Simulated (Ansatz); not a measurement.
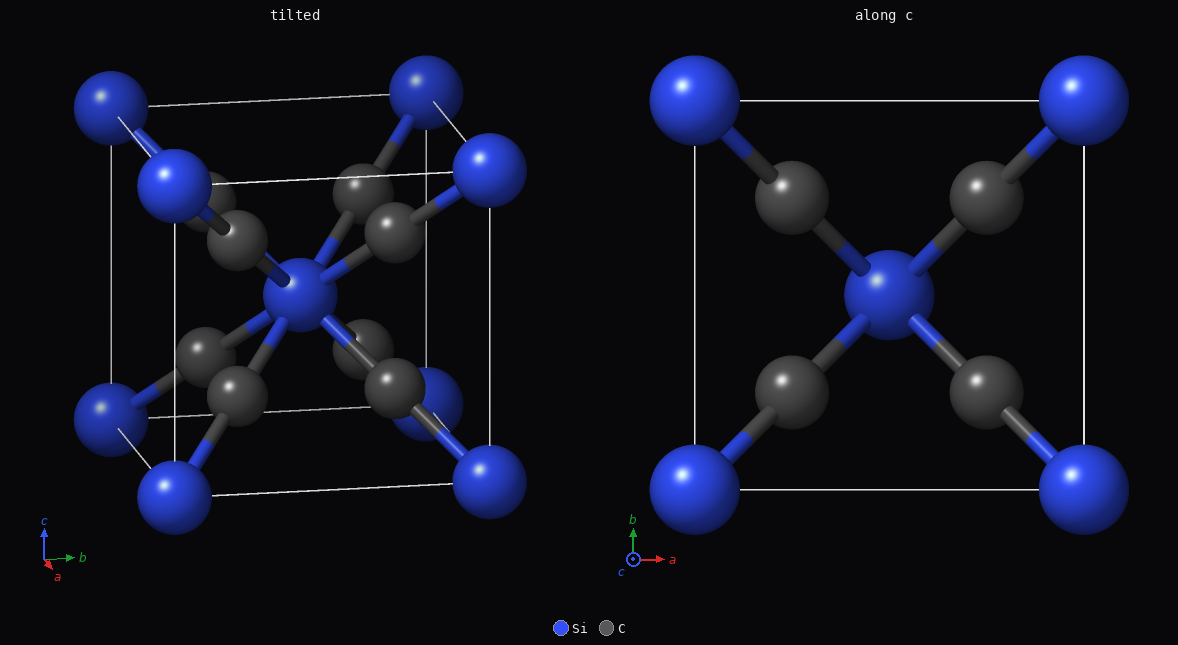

Crystal structure, ball-and-stick style, seen slightly off an axis and along the c axis. The conventional unit cell is outlined; an atom on or near a face, edge or corner is repeated at each equivalent position. Cell: a = 4.38 Å, b = 4.38 Å, c = 4.38 Å, α = 90.00°, β = 90.00°, γ = 90.00°.

The model was built from a structure type filled with these elements by a generator (whether the compound takes this form wasn't checked). Earlier steps of the study may have refined or changed the cell and positions. It went into a calculation with Ansatz.

Q: Characterise what is shown.

A: The formula is SiC4. It belongs to space group Im-3m (No. 229) and has a body-centred cubic lattice. Atoms per cell: 10 (2 Si, 8 C). The neighbours of Si are eight C in a cubic arrangement at about 1.9 Å. C is coordinated by two Si in a linear arrangement at about 1.9 Å. The bonds build a three-dimensional framework.

Computational set-up: DFT PBE, scalar-relativistic, plane waves, PAW in Ansatz, an energy cutoff of 420 eV, k-points about 0.17 Å⁻¹ apart, Gaussian smearing of 0.1 eV, no spin polarisation.

Q: Is the electronic structure metallic or gapped?

A: A metal: bands cross the Fermi level.

Q: What charge does Bader's analysis assign to each element?

A: Si +3.14 e; C -0.79 e.

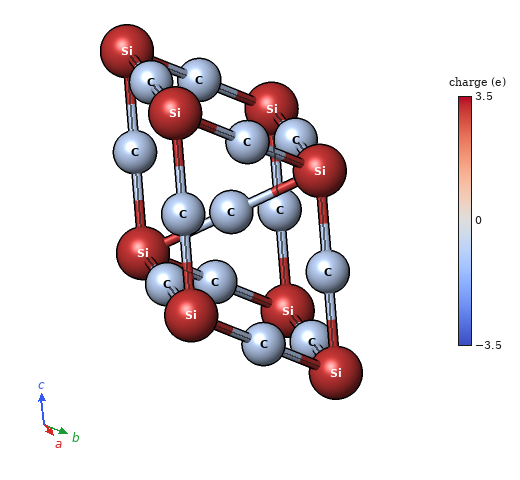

The atoms coloured by those charges. The run's cell of 5 atoms is drawn, so axes and origin can differ from the first picture.

Q: Are forces and stress small enough to call this relaxed?

A: Yes. All forces vanish to within 0.01 eV/Å. The pressure is 0.0 GPa, close to zero.
